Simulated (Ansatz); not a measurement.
Run report: LiHF2, geometry relaxation (part 4 of 4)

Continued. System: LiHF2 (8 atoms in the cell). Method: DFT, PBEsol, plane waves, PAW, no spin polarisation (Ansatz 0.2.0); cutoff 420 eV, 6×4×6 k-mesh, Fermi–Dirac smearing of 0.05 eV. The structure was built on a prototype by a generator; it need not be a known phase.

Trajectory as extended XYZ, continued
```
8
Lattice="2.8093 0.0104 0.2468 0.0178 5.6195 0.4864 0.3259 0.3304 4.3948" Properties=species:S:1:pos:R:3:forces:R:3 step=33 energy=-3646.04568 pressure_GPa=0.08
Li   -0.0536   -0.1305    0.0489   -0.0006  -0.0005   0.0013
H     2.1375    2.0643    3.0739   -0.0023  -0.0023  -0.0018
F    -0.1511   -0.2267    1.8963    0.0021   0.0020  -0.0032
F     1.3441    1.2675   -0.1390    0.0008   0.0009   0.0038
Li   -0.0446    2.6793    0.2921   -0.0006  -0.0007   0.0013
H     2.1465    4.8741    3.3171   -0.0023  -0.0022  -0.0019
F    -0.1422    2.5831    2.1395    0.0021   0.0022  -0.0033
F     1.3530    4.0773    0.1043    0.0008   0.0007   0.0037
8
Lattice="2.8089 0.0116 0.2518 0.0202 5.6187 0.4965 0.3326 0.3373 4.4087" Properties=species:S:1:pos:R:3:forces:R:3 step=34 energy=-3646.04489 pressure_GPa=0.01
Li   -0.0555   -0.1324    0.0511   -0.0002  -0.0003  -0.0001
H     2.1434    2.0704    3.0893   -0.0005  -0.0005   0.0008
F    -0.1484   -0.2239    1.8985    0.0004   0.0005  -0.0011
F     1.3448    1.2683   -0.1348    0.0004   0.0003   0.0002
Li   -0.0454    2.6770    0.2993   -0.0003  -0.0002  -0.0001
H     2.1535    4.8797    3.3375   -0.0006  -0.0006   0.0010
F    -0.1383    2.5855    2.1467    0.0003   0.0003  -0.0010
F     1.3549    4.0776    0.1135    0.0004   0.0004   0.0002
8
Lattice="2.8089 0.0116 0.2518 0.0202 5.6187 0.4965 0.3326 0.3373 4.4087" Properties=species:S:1:pos:R:3:forces:R:3 step=35 energy=-3646.04862 pressure_GPa=0.05
Li   -0.0555   -0.1324    0.0511   -0.0003  -0.0003  -0.0002
H     2.1434    2.0704    3.0893   -0.0003  -0.0003   0.0002
F    -0.1484   -0.2239    1.8985    0.0004   0.0005  -0.0008
F     1.3448    1.2683   -0.1348    0.0002   0.0002   0.0005
Li   -0.0454    2.6770    0.2993   -0.0003  -0.0002  -0.0001
H     2.1535    4.8797    3.3375   -0.0004  -0.0004   0.0004
F    -0.1383    2.5855    2.1467    0.0003   0.0003  -0.0006
F     1.3549    4.0776    0.1135    0.0002   0.0003   0.0005
8
Lattice="2.8049 0.0127 0.2634 0.0223 5.6109 0.5200 0.3479 0.3532 4.4359" Properties=species:S:1:pos:R:3:forces:R:3 step=36 energy=-3646.04842 pressure_GPa=0.00
Li   -0.0620   -0.1390    0.0543   -0.0002   0.0000   0.0021
H     2.1549    2.0824    3.1229    0.0035   0.0036  -0.0073
F    -0.1384   -0.2132    1.9028   -0.0074  -0.0077   0.0101
F     1.3420    1.2656   -0.1257    0.0037   0.0036  -0.0046
Li   -0.0509    2.6665    0.3141   -0.0002  -0.0003   0.0021
H     2.1659    4.8881    3.3831    0.0040   0.0039  -0.0077
F    -0.1272    2.5920    2.1626   -0.0069  -0.0066   0.0099
F     1.3532    4.0711    0.1345    0.0036   0.0036  -0.0049
8
Lattice="2.8040 0.0138 0.2671 0.0244 5.6090 0.5273 0.3528 0.3583 4.4473" Properties=species:S:1:pos:R:3:forces:R:3 step=37 energy=-3646.04783 pressure_GPa=0.06 accepted=F
Li   -0.0640   -0.1409    0.0567    0.0012   0.0010  -0.0023
H     2.1589    2.0869    3.1343   -0.0131  -0.0127   0.0227
F    -0.1364   -0.2115    1.9060    0.0184   0.0191  -0.0354
F     1.3430    1.2667   -0.1238   -0.0053  -0.0060   0.0127
Li   -0.0519    2.6636    0.3205    0.0012   0.0015  -0.0021
H     2.1711    4.8912    3.3978   -0.0139  -0.0142   0.0241
F    -0.1244    2.5934    2.1698    0.0173   0.0165  -0.0336
F     1.3551    4.0710    0.1396   -0.0058  -0.0052   0.0139
8
Lattice="2.8045 0.0134 0.2651 0.0236 5.6099 0.5233 0.3501 0.3555 4.4417" Properties=species:S:1:pos:R:3:forces:R:3 step=38 energy=-3646.04819 pressure_GPa=0.01
Li   -0.0627   -0.1396    0.0555    0.0002   0.0002   0.0008
H     2.1567    2.0844    3.1287    0.0009   0.0008  -0.0009
F    -0.1379   -0.2127    1.9041   -0.0020  -0.0021   0.0005
F     1.3427    1.2663   -0.1247    0.0008   0.0010  -0.0001
Li   -0.0509    2.6654    0.3171    0.0002   0.0002   0.0009
H     2.1685    4.8894    3.3904    0.0011   0.0011  -0.0011
F    -0.1260    2.5922    2.1656   -0.0018  -0.0017   0.0002
F     1.3545    4.0713    0.1369    0.0008   0.0006  -0.0003
8
Lattice="2.8038 0.0140 0.2668 0.0247 5.6086 0.5266 0.3523 0.3578 4.4468" Properties=species:S:1:pos:R:3:forces:R:3 step=39 energy=-3646.04800 pressure_GPa=0.00
Li   -0.0634   -0.1402    0.0565    0.0004   0.0004  -0.0003
H     2.1583    2.0863    3.1341    0.0004   0.0005   0.0011
F    -0.1372   -0.2121    1.9047   -0.0005  -0.0004  -0.0008
F     1.3431    1.2668   -0.1234   -0.0002  -0.0004  -0.0002
Li   -0.0510    2.6641    0.3198    0.0004   0.0004  -0.0003
H     2.1707    4.8905    3.3974    0.0004   0.0003   0.0011
F    -0.1249    2.5923    2.1680   -0.0006  -0.0008  -0.0007
F     1.3554    4.0710    0.1399   -0.0002   0.0001  -0.0001
8
Lattice="2.8038 0.0140 0.2668 0.0247 5.6086 0.5266 0.3523 0.3578 4.4468" Properties=species:S:1:pos:R:3:forces:R:3 step=40 energy=-3646.04978 pressure_GPa=0.03
Li   -0.0634   -0.1402    0.0565    0.0004   0.0004  -0.0003
H     2.1583    2.0863    3.1341    0.0005   0.0005   0.0009
F    -0.1372   -0.2121    1.9047   -0.0007  -0.0005  -0.0007
F     1.3431    1.2668   -0.1234   -0.0002  -0.0004   0.0000
Li   -0.0510    2.6641    0.3198    0.0004   0.0004  -0.0003
H     2.1707    4.8905    3.3974    0.0005   0.0004   0.0010
F    -0.1249    2.5923    2.1680   -0.0007  -0.0008  -0.0006
F     1.3554    4.0710    0.1399   -0.0002   0.0001   0.0001
8
Lattice="2.8026 0.0174 0.2747 0.0312 5.6062 0.5424 0.3627 0.3685 4.4639" Properties=species:S:1:pos:R:3:forces:R:3 step=41 energy=-3646.04916 pressure_GPa=0.00
Li   -0.0649   -0.1416    0.0586   -0.0018  -0.0018   0.0017
H     2.1680    2.0963    3.1568   -0.0007  -0.0008  -0.0021
F    -0.1329   -0.2075    1.9069    0.0011   0.0010  -0.0016
F     1.3428    1.2666   -0.1177    0.0015   0.0016   0.0020
Li   -0.0493    2.6615    0.3298   -0.0018  -0.0018   0.0017
H     2.1836    4.8994    3.4280   -0.0008  -0.0008  -0.0021
F    -0.1174    2.5955    2.1781    0.0011   0.0011  -0.0016
F     1.3584    4.0697    0.1535    0.0015   0.0015   0.0019
8
Lattice="2.8018 0.0174 0.2750 0.0313 5.6048 0.5432 0.3632 0.3690 4.4667" Properties=species:S:1:pos:R:3:forces:R:3 step=42 energy=-3646.04915 pressure_GPa=0.00
Li   -0.0657   -0.1424    0.0596   -0.0009  -0.0010  -0.0009
H     2.1681    2.0965    3.1587    0.0001   0.0000  -0.0015
F    -0.1327   -0.2073    1.9074    0.0000  -0.0001   0.0009
F     1.3431    1.2669   -0.1175    0.0009   0.0011   0.0015
Li   -0.0501    2.6600    0.3312   -0.0009  -0.0009  -0.0009
H     2.1838    4.8989    3.4303    0.0000   0.0001  -0.0014
F    -0.1171    2.5951    2.1789   -0.0001   0.0000   0.0009
F     1.3587    4.0693    0.1541    0.0009   0.0008   0.0014
8
Lattice="2.8018 0.0174 0.2750 0.0313 5.6048 0.5432 0.3632 0.3690 4.4667" Properties=species:S:1:pos:R:3:forces:R:3 step=43 energy=-3646.05016 pressure_GPa=0.01
Li   -0.0657   -0.1424    0.0596   -0.0009  -0.0010  -0.0010
H     2.1681    2.0965    3.1587    0.0001   0.0002  -0.0017
F    -0.1327   -0.2073    1.9074    0.0000  -0.0002   0.0010
F     1.3431    1.2669   -0.1175    0.0009   0.0011   0.0016
Li   -0.0501    2.6600    0.3312   -0.0009  -0.0009  -0.0010
H     2.1838    4.8989    3.4303    0.0000   0.0002  -0.0016
F    -0.1171    2.5951    2.1789   -0.0001   0.0000   0.0010
F     1.3587    4.0693    0.1541    0.0009   0.0007   0.0015
8
Lattice="2.8003 0.0181 0.2794 0.0326 5.6017 0.5519 0.3689 0.3750 4.4764" Properties=species:S:1:pos:R:3:forces:R:3 step=44 energy=-3646.04996 pressure_GPa=-0.00
Li   -0.0692   -0.1459    0.0601    0.0004   0.0004   0.0021
H     2.1726    2.1012    3.1707    0.0014   0.0014  -0.0003
F    -0.1287   -0.2031    1.9091   -0.0015  -0.0015  -0.0002
F     1.3427    1.2666   -0.1134   -0.0003  -0.0003  -0.0017
Li   -0.0529    2.6550    0.3361    0.0004   0.0005   0.0021
H     2.1889    4.9021    3.4466    0.0014   0.0014  -0.0002
F    -0.1124    2.5978    2.1851   -0.0015  -0.0015  -0.0002
F     1.3590    4.0675    0.1625   -0.0003  -0.0003  -0.0017
8
Lattice="2.8003 0.0181 0.2794 0.0326 5.6017 0.5519 0.3689 0.3750 4.4764" Properties=species:S:1:pos:R:3:forces:R:3 step=45 energy=-3646.05023 pressure_GPa=0.00
Li   -0.0692   -0.1459    0.0601    0.0004   0.0003   0.0021
H     2.1726    2.1012    3.1707    0.0013   0.0014  -0.0003
F    -0.1287   -0.2031    1.9091   -0.0015  -0.0015  -0.0002
F     1.3427    1.2666   -0.1134   -0.0003  -0.0003  -0.0017
Li   -0.0529    2.6550    0.3361    0.0004   0.0005   0.0021
H     2.1889    4.9021    3.4466    0.0014   0.0014  -0.0002
F    -0.1124    2.5978    2.1851   -0.0014  -0.0015  -0.0002
F     1.3590    4.0675    0.1625   -0.0003  -0.0003  -0.0017
```

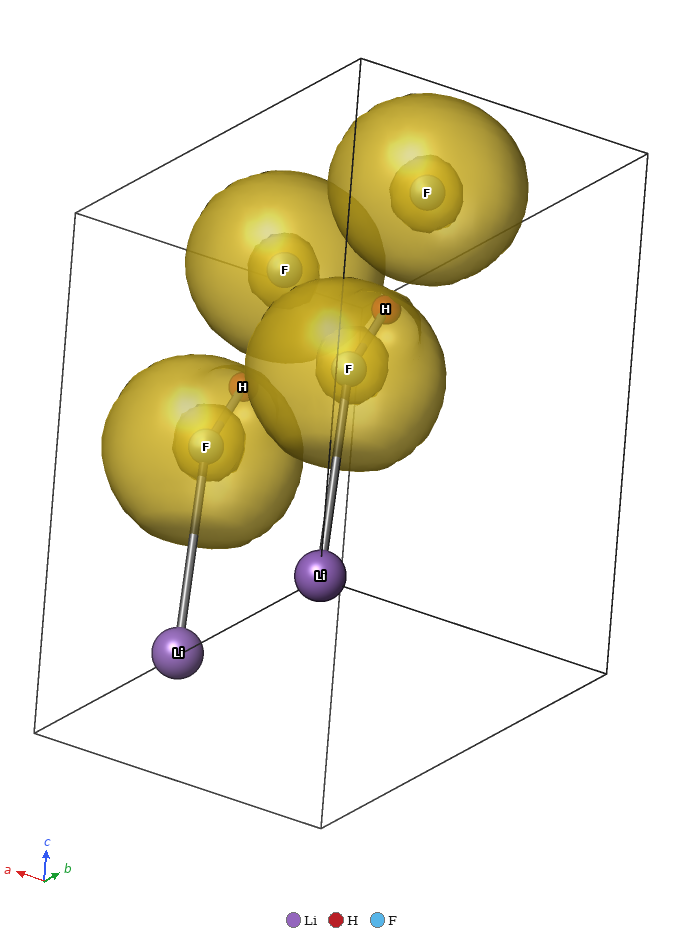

**Figure 1.** Isosurface of the electron localisation function at 0.7 (yellow), seen at an oblique angle. Core shells and regions of very low density are left out. Sticks mark near contacts. The outline is the calculation cell. Values along the shortest contacts: Li–F (1.85 Å): the ELF is about 0.45 at the midpoint. Core electrons are frozen (PAW), so the fields are smoothed inside the atomic spheres.

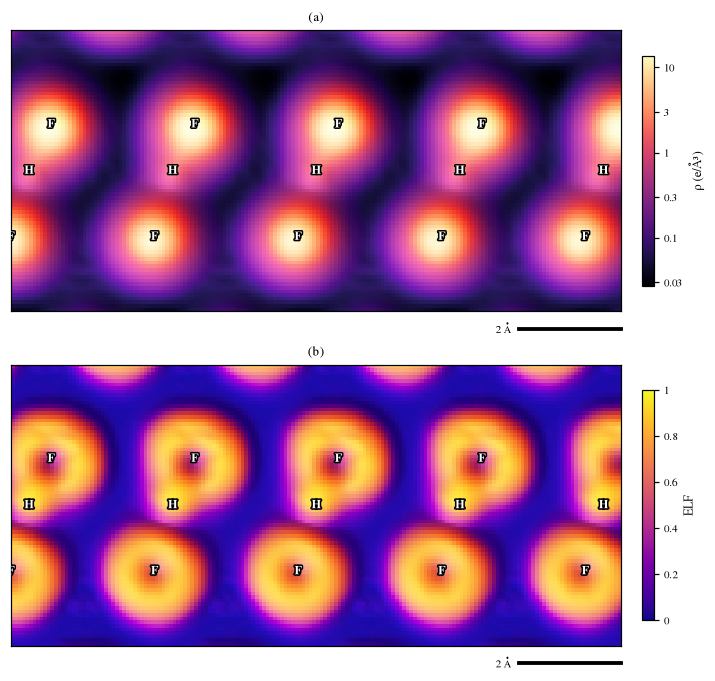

**Figure 2.** (a) valence charge density (pseudo); (b) ELF on the (101) plane of the calculation cell. Atoms in the plane: H and F. F–H (1.01 Å): ρ is about 3.9 e/Å³ halfway; the ELF climbs to about 0.90 towards the hydrogen; a covalent bond by its length. Away from the nuclei the density in this plane falls to 0.03 e/Å³ at its lowest.

This output came from the following input.

The input
```yaml
crystal:
  lattice:
    - [2.7367657085, 0.0127732298, -0.0019776696]
    - [0.0255464596, 5.3760653713, -0.0324889659]
    - [-0.0026529123, -0.0217908949, 3.6275972278]
  atoms:
    - { symbol: Li, position: [0.0417688367, -0.0182847505, -0.0072846248] }
    - { symbol: H, position: [0.503222391, 0.2497732294, 0.52266666] }
    - { symbol: F, position: [0.0038874712, -0.0227669161, 0.5017627512] }
    - { symbol: F, position: [0.5456700345, 0.2561661722, -0.0036296855] }
    - { symbol: Li, position: [0.0165709255, 0.4791137329, -0.0226778537] }
    - { symbol: H, position: [0.4913348902, 0.7429165623, 0.5255853173] }
    - { symbol: F, position: [-0.0220093988, 0.5036252205, 0.4959164346] }
    - { symbol: F, position: [0.5145522737, 0.7467018619, -0.0128442519] }
kpoints:
  mp_grid: { grid: [6, 4, 6] }
hamiltonian:
  xc: pbesol
scf:
  occupations: { method: fermi_dirac, width: 0.05 }
relax:
  f_tol: 0.01
  cell: {}
  max_steps: 120
output:
  write_density: true
  write_potential: true
  elf: true
  volumetric_format: npy
```

Command:
```bash
ansatz run input.yaml --threads 2 --pin off --max-ram 2211MiB --backend cpu --events-out ev --progress --plain --runs-dir out
```

Results in brief

```tsv
quantity	value
outcome	converged
space group (tolerance 0.01 Å)	P1 (1) → Cm (8)
electrons treated	36
free energy	−3646.0502 eV
Fermi energy	2.777 eV
gap on the k-point mesh	7.97 eV
pressure	0.00 GPa
final volume	69.07 Å³
largest force (length of the vector) at the end	0.002 eV/Å
final cell	a = 2.814 Å, b = 5.629 Å, c = 4.507 Å, α = 79.59°, β = 79.60°, γ = 88.75°
hardware	2 threads of AMD EPYC (Zen 3), 189 GiB of memory available, shared host
wall time	6.5 min (CPU time 13 min)
peak memory	0.48 GiB
```
